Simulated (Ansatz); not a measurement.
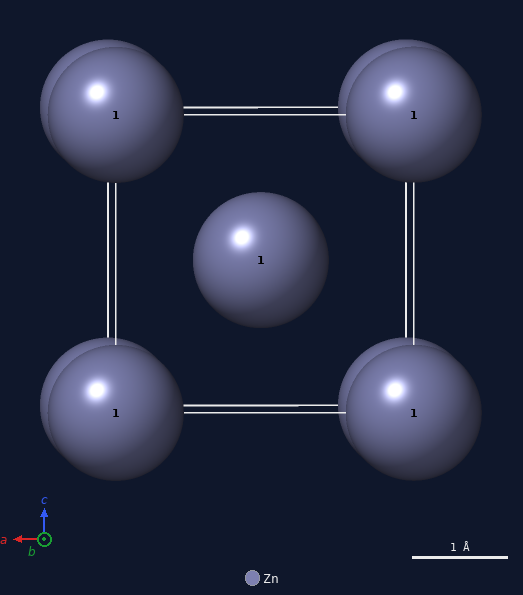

Reference structure: a symmetric starting cell of Zn. A spheres-only model of the conventional cell (2 times the calculation's cell), seen from a free direction. Lengths and directions refer to the drawn axes.

Method: DFT PBEsol, scalar-relativistic, plane waves, PAW in Ansatz. (plane-wave cutoff 420 eV; k-point mesh 16 × 16 × 16; occupations gaussian; smearing width 0.1 eV; no spin polarisation)

Now this is done to it. The cell is strained by −2.4 % roughly along [1 −3 0], −3.2 % roughly along [3 1 −3], −3.6 % along [2 1 2] (volume −9.0 %), the atoms keeping their fractional coordinates. No relaxation follows. The starting cell wasn't computed here and needn't be at equilibrium, so pressure and forces aren't due to the change alone.

### What does the calculation give for the changed structure?

The pressure is 1.7 GPa (not all of it need come from the change, since the unchanged cell can be under pressure at this level too). The principal stresses (compression positive) are 1.9 GPa along b and 1.5 GPa across it. All forces vanish by symmetry. Some distances before and after: Zn–Zn 2.718 → 2.622 to 2.641 Å. The space group (tolerance 0.01 Å) goes from Im-3m (No. 229) to C2/m (No. 12).

The changed structure in the same view:

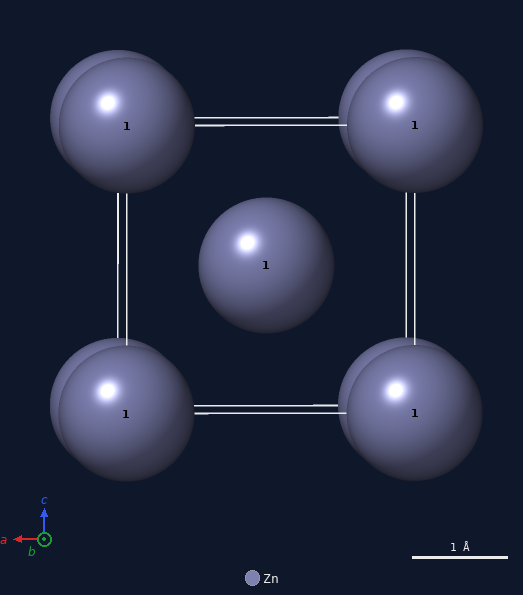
